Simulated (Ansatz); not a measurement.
Geometry relaxation of La₂O₃ (part 1 of 2)

La₂O₃ (5 atoms in the cell), computed with DFT PBE, scalar-relativistic, plane waves, PAW, no spin polarisation (Ansatz 0.2.0).

The structure was made by a generator, so it may or may not be a known phase. Figures and captions count atoms from 1; the log counts them from 0 in places.

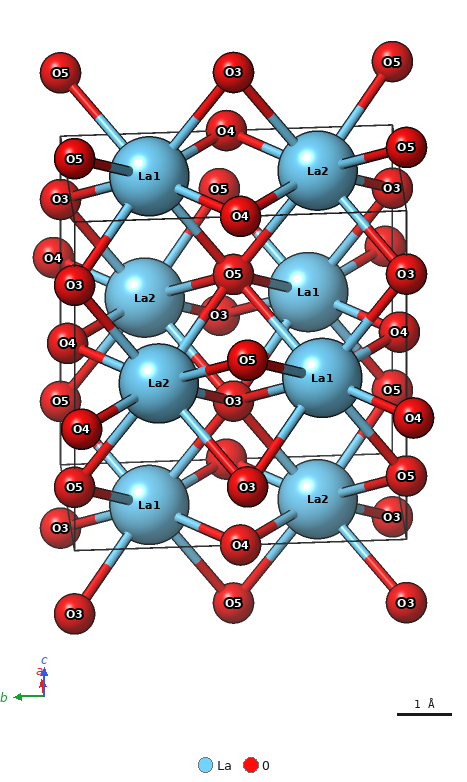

**Figure 1.** The input geometry (ball-and-stick view of the cell 2 times as large as that of the calculation, set on its symmetry axes, seen at an oblique angle; bonded neighbours outside the cell are drawn too; atoms are numbered from 1 in the order of the input). An atom can appear more than once, as a periodic image.

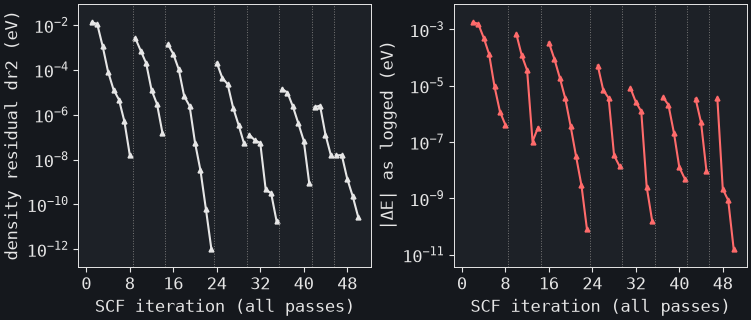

**Figure 2.** Convergence of the self-consistent field: density residual dr2 and size of the energy change against the SCF iteration. The dotted lines part the SCF passes of the relaxation: geometry steps, rejected trials and re-solves on a re-selected basis. The 8 passes take 4 to 9 iterations each, 50 in all.

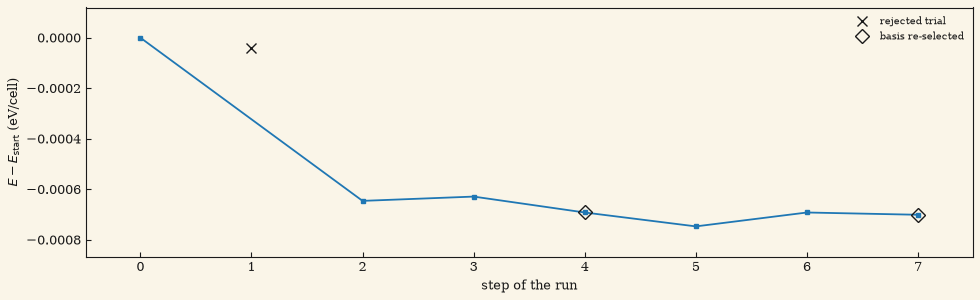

**Figure 3.** Progress of the relaxation, step by step (the first geometry is step 0 here and step 1 in the log). The largest moves relative to the cell, 0.006 Å, are those of O3 and O5. By element the largest moves are O 0.006 Å, La 0.004 Å. Distances before and after: La1–O3 2.662 → 2.676 Å. The space group stays Immm (No. 71). Over 5 geometry steps the energy falls by 0.7 meV per cell of the calculation. Largest force component: 0.02 eV/Å at the start, 0.00017 eV/Å at the end. Pressure: −0.13 GPa at the start and 0.00 GPa at the end. The line search rejected the trial step at point 1 (counted from 0) and went back. 1 further SCF at an unchanged geometry re-selected the plane-wave basis for the new cell. The energy change given includes the shifts at the re-selections in mid-walk, which come without any move. A last SCF at the same geometry on a re-selected plane-wave basis shifts the energy by next to nothing (0.0 meV per cell of the calculation). (Atoms are counted from 1 in the order of the input.)

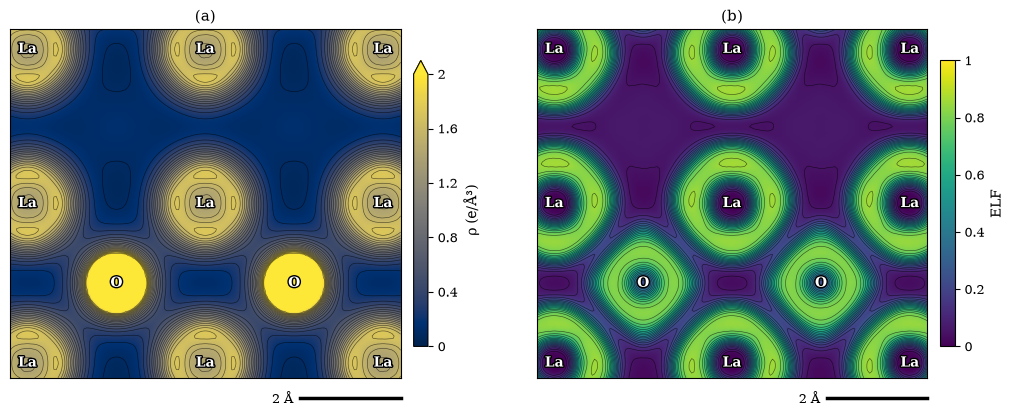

**Figure 4.** (a) valence electron density; (b) electron localisation function on the (001) plane of the conventional cell. Atoms in the plane: La and O. La–O (2.39 Å): ρ at the midpoint is about 0.49 e/Å³; the ELF is about 0.25 at the midpoint. Away from the nuclei the density in this plane falls to 0.07 e/Å³ at its lowest. The strong features right at La lie inside the PAW spheres (semicore, d or f shells) and say nothing about bonding. Core electrons are frozen (PAW), so the fields are smoothed inside the atomic spheres.

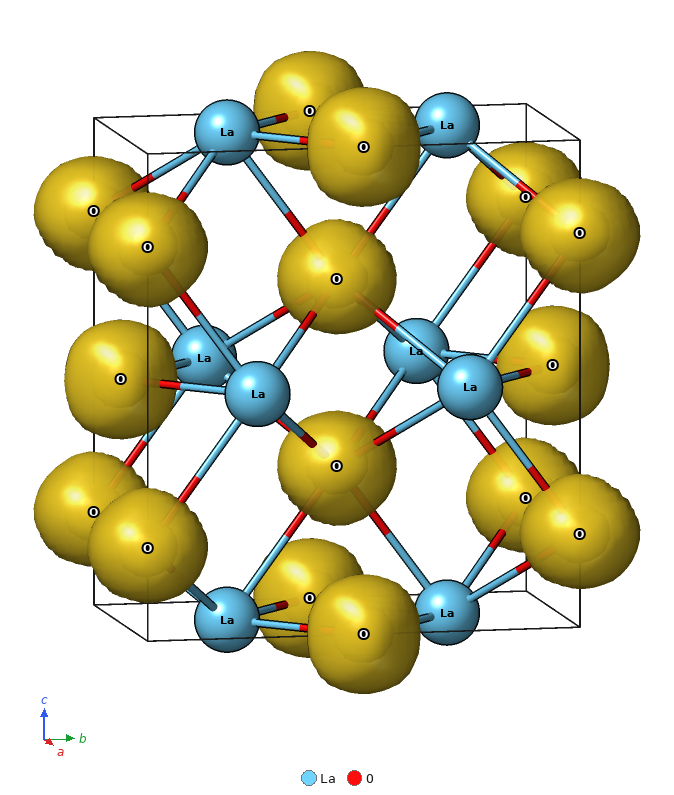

**Figure 5.** Isosurface of the ELF at 0.75 (yellow), seen slightly off an axis. Core shells and regions of very low density are left out. Sticks mark near contacts. The outline is the cell set on symmetry axes. Values along the shortest contacts: La–O (2.39 Å): the ELF is about 0.25 at the midpoint. La–O (2.68 Å): the ELF is about 0.15 at the midpoint (a closed-shell, largely ionic contact).

The input and output of the run follow.

Input file
```yaml
crystal:
  lattice:
    - [-1.7820464084, 3.1344194196, 3.4753109847]
    - [1.7820464084, -3.1344194196, 3.4753109847]
    - [1.7820464084, 3.1344194196, -3.4753109847]
  atoms:
    - { symbol: La, position: [0.7535624424, 0.5, 0.2535624424] }
    - { symbol: La, position: [0.2464375576, 0.5, 0.7464375576] }
    - { symbol: O, position: [0.8072552465, 0.8072552465, 0.0] }
    - { symbol: O, position: [0.5, 0.0, 0.5] }
    - { symbol: O, position: [0.1927447535, 0.1927447535, 0.0] }
basis:
  ecutwfc: 420
kpoints:
  mp_grid: { grid: [12, 12, 12] }
hamiltonian:
  xc: pbe
scf:
  occupations: { method: gaussian, width: 0.02 }
output:
  forces: true
  stress: true
  eigenvalues: true
  write_density: true
  write_potential: true
  elf: true
  volumetric_format: npy
relax:
  adjacent_minimum: "off"
  f_tol: 0.01
  max_steps: 80
  cell: { stress_tol: 0.05 }
```

Launch command:
```bash
ansatz run input.yaml --threads 1 --pin off --max-ram 2560MiB --backend cpu --events-out ev --progress --plain --runs-dir out
```

What the program printed
```
Engine: ansatz 0.2.0, x86_64-unknown-linux-gnu
Pseudopotentials: kind: paw
Pseudopotential: La, paw, valence charge 11, recommended cutoff 420 eV (normal), La.paw.azcp
Pseudopotential: O, paw, valence charge 6, recommended cutoff 420 eV (normal), O.paw.azcp
Functional definition: PBE
  parameter kappa = 0.804
  parameter beta = 0.06672455060314922
  exchange = pbe_x(kappa = kappa, mu = beta*pi^2/3)
  correlation = pbe_c(beta = beta)
Crystal: 5 atoms, lattice volume = 77.648 Å³
Basis set: ecut = 420 eV, 1517 PW (Γ), exchange–correlation on 72×72×72 points (8 copies of the dense FFT grid, shifted against one another)
Bands: 25, of which v1, the nominal top of the filled ones, is band 20 counted from 1 (19 counted from 0)
Symmetry: 8 space group operations
Space group: Immm (ITA 71), of the structure as read, at distance tolerance 4.3e-5 Å
k-points: 280 of 1728
Non-local potential: La, projectors of the file, l = 0: 3, l = 1: 2, l = 2: 2, l = 3: 3
Non-local potential: O, projectors of the file, l = 0: 2, l = 1: 2, l = 2: 1
PAW form: soft (Blöchl's): semilocal exchange-correlation on the pseudo side does not see the compensation charge
PAW one-centre angular grid: La, 590 points (default); XC on 64 Gauss nodes
PAW one-centre angular grid: O, 110 points (default); XC on 64 Gauss nodes
Initial density: superposition of atomic densities (neutral atoms: chi_scale 0, normalization atom), corrected by the library's trained network
Initial wavefunctions: pseudopotential atomic-orbital guess
Functional: x = pbe(κ = 0.804, μ = 0.2195149727645171), c = pbe(β = 0.06672455060314922)
SCF iter   1: F=—  HF=-14209.657338 eV  |F-HF|=—  |Δ(HF+E_count)|=         —  Δρ=4.85e-3  dr2=1.37e-2  ethr=1.77e-3  ⟨swp⟩=5.7  Hψ=32550  notcnv=0
preconditioner: auto → none  [insulator: Δε(μ)=0.522 eV  Ē_g=11.867 eV  σ=0.020 eV  W_gap=1.00  n_scr=16 (ndim 8)  ℏωp=25.3 eV  f_vac=0.000  D(μ)=0.00/eV (n_scr^D=0)  ε∞_Penn≈5.5]
SCF iter   2: F=—  HF=-14209.659161 eV  |F-HF|=—  |Δ(HF+E_count)|=   1.82e-3  Δρ=4.24e-3  dr2=1.13e-2  ethr=3.43e-5  ⟨swp⟩=3.1  Hψ=16528  notcnv=0  defer=280
SCF iter   3: F=—  HF=-14209.657569 eV  |F-HF|=—  |Δ(HF+E_count)|=   1.59e-3  Δρ=1.60e-3  dr2=1.16e-3  ethr=2.82e-5  ⟨swp⟩=3.2  Hψ=11749  notcnv=0  defer=280
SCF iter   4: F=—  HF=-14209.658084 eV  |F-HF|=—  |Δ(HF+E_count)|=   5.15e-4  Δρ=5.58e-4  dr2=8.35e-5  ethr=2.90e-6  ⟨swp⟩=2.0  Hψ=9982  notcnv=0  defer=280
SCF iter   5: F=—  HF=-14209.658218 eV  |F-HF|=—  |Δ(HF+E_count)|=   1.34e-4  Δρ=1.69e-4  dr2=1.34e-5  ethr=2.09e-7  ⟨swp⟩=2.0  Hψ=11926  notcnv=0  defer=280
SCF iter   6: F=—  HF=-14209.658227 eV  |F-HF|=—  |Δ(HF+E_count)|=   9.45e-6  Δρ=9.13e-5  dr2=4.76e-6  ethr=3.34e-8  ⟨swp⟩=2.8  Hψ=12359  notcnv=0  defer=280
SCF iter   7: F=—  HF=-14209.658229 eV  |F-HF|=—  |Δ(HF+E_count)|=   1.21e-6  Δρ=3.26e-5  dr2=5.10e-7  ethr=1.19e-8  ⟨swp⟩=2.0  Hψ=8974  notcnv=0  defer=280
SCF iter   8: F=-14209.658229 eV  HF=-14209.658229 eV  |F-HF|=1.54e-8  |Δ(HF+E_count)|=   4.11e-7  Δρ=6.05e-6  dr2=1.57e-8  ethr=2.50e-10  ⟨swp⟩=16.6  Hψ=56003  notcnv=0
SCF 1 converged in 8 iterations: F = -14209.658229 eV  dr2 = 1.57e-8
  greatest PAW one-centre occupation: 0.972 electrons in one spin orbital (limit 2), on the La atom at site 1 (counted from 0), in its partial waves of l = 0
relax step   1: F+E_penalty+E_count = -14209.65822896 eV  Δ(F+E_penalty+E_count) = +0.000e0 eV  max|allowed force component| = 1.969e-2 eV/Å  Δτ_max = 0.0000 Å  P = -0.129 GPa  Ω = 77.648 Å³  (8 SCF iters, dr2 threshold 1.00e-7 eV, accepted)
Crystal: 5 atoms, lattice volume = 77.445 Å³
Initial density: handed on by an earlier stage of this run
Initial wavefunctions: those handed on with the density
iter 1 solved again at ethr=6.53e-6 eV; its pass at ethr=3.10e-3 eV (dr2=2.61e-3 eV) is discarded
SCF iter   1: F=—  HF=-14209.659134 eV  |F-HF|=—  |Δ(HF+E_count)|=         —  Δρ=1.14e-3  dr2=2.67e-3  ethr=6.53e-6  ⟨swp⟩=2.5  Hψ=51058  notcnv=0
preconditioner: auto → none  [insulator: Δε(μ)=0.478 eV  Ē_g=11.859 eV  σ=0.020 eV  W_gap=1.00  n_scr=16 (ndim 8)  ℏωp=25.3 eV  f_vac=0.000  D(μ)=0.00/eV (n_scr^D=0)  ε∞_Penn≈5.6]
SCF iter   2: F=—  HF=-14209.658429 eV  |F-HF|=—  |Δ(HF+E_count)|=   7.05e-4  Δρ=8.59e-4  dr2=7.34e-4  ethr=6.53e-6  ⟨swp⟩=3.4  Hψ=13650  notcnv=0  defer=2
SCF iter   3: F=—  HF=-14209.658306 eV  |F-HF|=—  |Δ(HF+E_count)|=   1.23e-4  Δρ=5.30e-4  dr2=2.03e-4  ethr=1.83e-6  ⟨swp⟩=2.0  Hψ=12124  notcnv=0  defer=1
SCF iter   4: F=—  HF=-14209.658270 eV  |F-HF|=—  |Δ(HF+E_count)|=   3.56e-5  Δρ=1.67e-4  dr2=1.27e-5  ethr=5.06e-7  ⟨swp⟩=2.0  Hψ=9657  notcnv=0  defer=1
SCF iter   5: F=—  HF=-14209.658270 eV  |F-HF|=—  |Δ(HF+E_count)|=   1.05e-7  Δρ=6.83e-5  dr2=3.03e-6  ethr=3.17e-8  ⟨swp⟩=2.0  Hψ=9926  notcnv=0  defer=1
SCF iter   6: F=-14209.658270 eV  HF=-14209.658270 eV  |F-HF|=5.04e-9  |Δ(HF+E_count)|=   3.28e-7  Δρ=1.98e-5  dr2=1.58e-7  ethr=8.63e-10  ⟨swp⟩=9.6  Hψ=58786  notcnv=0
SCF 2 converged in 6 iterations: F = -14209.658270 eV  dr2 = 1.58e-7
relax step   2: F+E_penalty+E_count = -14209.65827007 eV  Δ(F+E_penalty+E_count) = -4.112e-5 eV  max|allowed force component| = 7.260e-2 eV/Å  Δτ_max = 0.0075 Å  P = +0.258 GPa  Ω = 77.445 Å³  energy of the carried Pulay correction = +5.781e-4 eV  (6 SCF iters, dr2 threshold 3.45e-7 eV, rejected (line search))
Crystal: 5 atoms, lattice volume = 77.587 Å³
iter 1 solved again at ethr=3.49e-6 eV; its pass at ethr=3.10e-3 eV (dr2=1.40e-3 eV) is discarded
SCF iter   1: F=—  HF=-14209.659334 eV  |F-HF|=—  |Δ(HF+E_count)|=         —  Δρ=8.65e-4  dr2=1.42e-3  ethr=3.49e-6  ⟨swp⟩=2.2  Hψ=49023  notcnv=0
preconditioner: auto → none  [insulator: Δε(μ)=0.472 eV  Ē_g=11.860 eV  σ=0.020 eV  W_gap=1.00  n_scr=16 (ndim 8)  ℏωp=25.3 eV  f_vac=0.000  D(μ)=0.00/eV (n_scr^D=0)  ε∞_Penn≈5.5]
SCF iter   2: F=—  HF=-14209.658991 eV  |F-HF|=—  |Δ(HF+E_count)|=   3.43e-4  Δρ=7.25e-4  dr2=5.18e-4  ethr=3.49e-6  ⟨swp⟩=2.6  Hψ=12931  notcnv=0  defer=1
SCF iter   3: F=—  HF=-14209.658899 eV  |F-HF|=—  |Δ(HF+E_count)|=   9.16e-5  Δρ=3.86e-4  dr2=1.07e-4  ethr=1.29e-6  ⟨swp⟩=2.0  Hψ=11808  notcnv=0
SCF iter   4: F=—  HF=-14209.658879 eV  |F-HF|=—  |Δ(HF+E_count)|=   1.96e-5  Δρ=1.23e-4  dr2=6.75e-6  ethr=2.66e-7  ⟨swp⟩=2.0  Hψ=9616  notcnv=0
SCF iter   5: F=—  HF=-14209.658876 eV  |F-HF|=—  |Δ(HF+E_count)|=   3.66e-6  Δρ=5.95e-5  dr2=2.48e-6  ethr=1.69e-8  ⟨swp⟩=2.0  Hψ=9825  notcnv=0
SCF iter   6: F=—  HF=-14209.658875 eV  |F-HF|=—  |Δ(HF+E_count)|=   3.74e-7  Δρ=1.33e-5  dr2=5.61e-8  ethr=6.21e-9  ⟨swp⟩=2.0  Hψ=9623  notcnv=0
SCF iter   7: F=—  HF=-14209.658875 eV  |F-HF|=—  |Δ(HF+E_count)|=   3.18e-8  Δρ=3.15e-6  dr2=3.27e-9  ethr=1.40e-10  ⟨swp⟩=2.1  Hψ=11010  notcnv=0
SCF iter   8: F=—  HF=-14209.658875 eV  |F-HF|=—  |Δ(HF+E_count)|=   2.90e-9  Δρ=4.37e-7  dr2=6.16e-11  ethr=8.18e-12  ⟨swp⟩=2.3  Hψ=11898  notcnv=0
SCF iter   9: F=-14209.658875 eV  HF=-14209.658875 eV  |F-HF|=7.28e-12  |Δ(HF+E_count)|=  8.37e-11  Δρ=5.06e-8  dr2=1.04e-12  ethr=1.00e-12  ⟨swp⟩=7.3  Hψ=38128  notcnv=0
SCF 3 converged in 9 iterations: F = -14209.658875 eV  dr2 = 1.04e-12
relax step   3: F+E_penalty+E_count = -14209.65887541 eV  Δ(F+E_penalty+E_count) = -6.464e-4 eV  max|allowed force component| = 1.377e-2 eV/Å  Δτ_max = 0.0020 Å  P = +0.038 GPa  Ω = 77.587 Å³  energy of the carried Pulay correction = +1.735e-4 eV  (9 SCF iters, accepted)
Crystal: 5 atoms, lattice volume = 77.650 Å³
iter 1 solved again at ethr=5.09e-7 eV; its pass at ethr=3.10e-3 eV (dr2=2.04e-4 eV) is discarded
SCF iter   1: F=—  HF=-14209.658921 eV  |F-HF|=—  |Δ(HF+E_count)|=         —  Δρ=3.88e-4  dr2=2.10e-4  ethr=5.09e-7  ⟨swp⟩=2.4  Hψ=51277  notcnv=0
preconditioner: auto → none  [insulator: Δε(μ)=0.470 eV  Ē_g=11.856 eV  σ=0.020 eV  W_gap=1.00  n_scr=16 (ndim 8)  ℏωp=25.3 eV  f_vac=0.000  D(μ)=0.00/eV (n_scr^D=0)  ε∞_Penn≈5.5]
SCF iter   2: F=—  HF=-14209.658869 eV  |F-HF|=—  |Δ(HF+E_count)|=   5.23e-5  Δρ=2.39e-4  dr2=4.51e-5  ethr=5.09e-7  ⟨swp⟩=2.0  Hψ=11448  notcnv=0
SCF iter   3: F=—  HF=-14209.658862 eV  |F-HF|=—  |Δ(HF+E_count)|=   7.07e-6  Δρ=1.83e-4  dr2=2.31e-5  ethr=1.13e-7  ⟨swp⟩=2.0  Hψ=11931  notcnv=0
SCF iter   4: F=—  HF=-14209.658858 eV  |F-HF|=—  |Δ(HF+E_count)|=   3.67e-6  Δρ=6.04e-5  dr2=2.10e-6  ethr=5.78e-8  ⟨swp⟩=2.0  Hψ=9454  notcnv=0
SCF iter   5: F=—  HF=-14209.658858 eV  |F-HF|=—  |Δ(HF+E_count)|=   3.36e-8  Δρ=2.50e-5  dr2=3.61e-7  ethr=5.24e-9  ⟨swp⟩=2.0  Hψ=9682  notcnv=0
SCF iter   6: F=-14209.658858 eV  HF=-14209.658858 eV  |F-HF|=2.12e-8  |Δ(HF+E_count)|=   1.41e-8  Δρ=9.90e-6  dr2=5.35e-8  ethr=1.36e-10  ⟨swp⟩=8.5  Hψ=52628  notcnv=0
SCF 4 converged in 6 iterations: F = -14209.658858 eV  dr2 = 5.35e-8
relax step   4: F+E_penalty+E_count = -14209.65885787 eV  Δ(F+E_penalty+E_count) = +1.754e-5 eV  max|allowed force component| = 8.263e-3 eV/Å  Δτ_max = 0.0027 Å  P = -0.017 GPa  Ω = 77.650 Å³  energy of the carried Pulay correction = -5.071e-6 eV  (6 SCF iters, dr2 threshold 5.44e-8 eV, accepted)
Initial wavefunctions: pseudopotential atomic-orbital guess (no wavefunctions were taken with the density)
iter 1 solved again at ethr=6.26e-9 eV; its pass at ethr=3.10e-3 eV (dr2=2.50e-6 eV) is discarded
```
